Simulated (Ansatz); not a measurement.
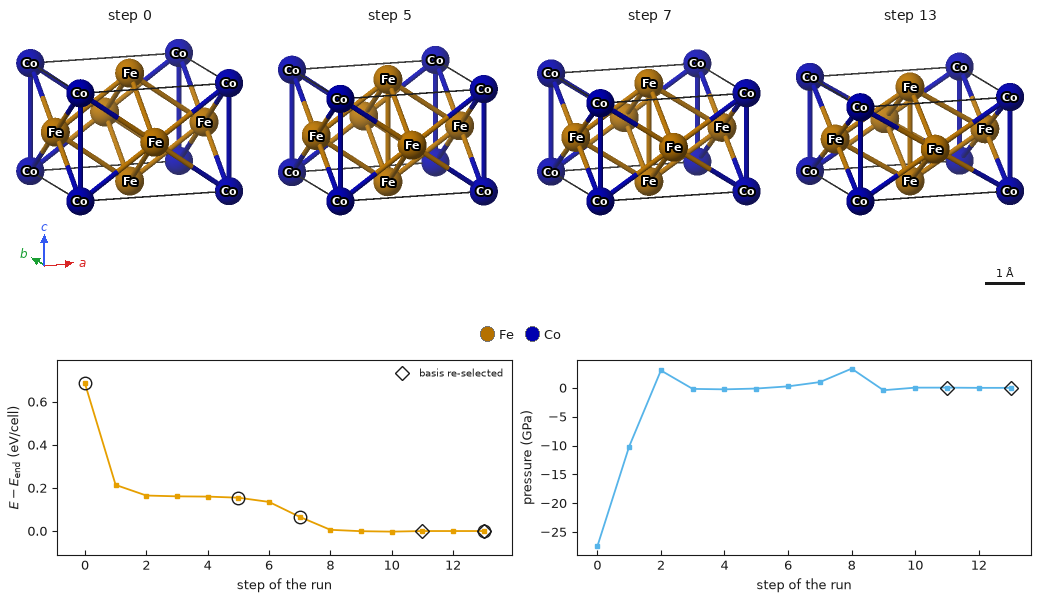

Frames of a relaxation of a crystal of Fe$_{3}$Co (set up in P4/mmm), marked on the history of the run. Style: ball-and-stick. Shown: the cell of the calculation, slightly off an axis.

Case: no spin polarisation.

Method: Ansatz, DFT PBEsol, scalar-relativistic, plane waves, PAW. Set-up: plane-wave cutoff 420 eV; k-point mesh 10 × 10 × 14; occupations gaussian; smearing width 0.1 eV; no spin polarisation; cell and atoms relaxed; force threshold 0.01 eV/Å; at most 60 steps.

**What happens along the run?**

No atom moves by more than 0.005 Å relative to the cell. The drawn cell changes as follows: a = b 4.024 → 4.051 Å (+0.7 %), c 2.828 → 2.462 Å (−12.9 %); the volume changes by −11.7 %. Near-neighbour distances that change, for instance: Fe–Fe 2.828 → 2.462 Å, Co–Co 2.828 → 2.462 Å, Co–Fe 2.459 → 2.370 Å, Fe–Fe 2.459 → 2.370 Å. The space group stays P4/mmm (No. 123). The energy falls by 0.685 eV per cell of the calculation in 11 accepted moves (13 points after the start). All forces vanish by symmetry, so only the cell relaxes. The pressure goes from −27.50 to 0.00 GPa. At 2 points the geometry stayed and the basis and grid were re-selected for the new cell (energy shift of 2.7 meV per cell of the calculation at most each time). Cost: 94 s on 1 thread of AMD EPYC 9R45 96-Core Processor (Zen 5), with other jobs on the host, peak memory 0.59 GiB. From step 0 to 5: volume −11.7 %, energy −0.530 eV per cell of the calculation. From step 5 to 7: volume −0.4 %, energy −88.8 meV per cell of the calculation. From step 7 to 13: volume +0.5 %, energy −66.0 meV per cell of the calculation.

```csv
step,"E − E(0), meV/atom","pressure, GPa","volume, Å³/atom",note
0,0.00,-27.50,11.445,
1,-117.72,-10.20,10.489,
2,-130.04,3.02,9.997,
3,-130.97,-0.18,10.104,
4,-131.28,-0.26,10.107,
5,-132.54,-0.12,10.102,
6,-137.44,0.26,10.087,
7,-154.75,1.00,10.057,
8,-169.80,3.33,10.001,
9,-171.41,-0.41,10.113,
10,-171.92,0.04,10.102,
11,-171.23,0.04,10.102,"same geometry, new basis"
12,-171.23,0.00,10.103,
13,-171.23,0.00,10.103,"same geometry, new basis"
```

Limits of the set-up: an element that often carries a moment was run without spin polarisation.
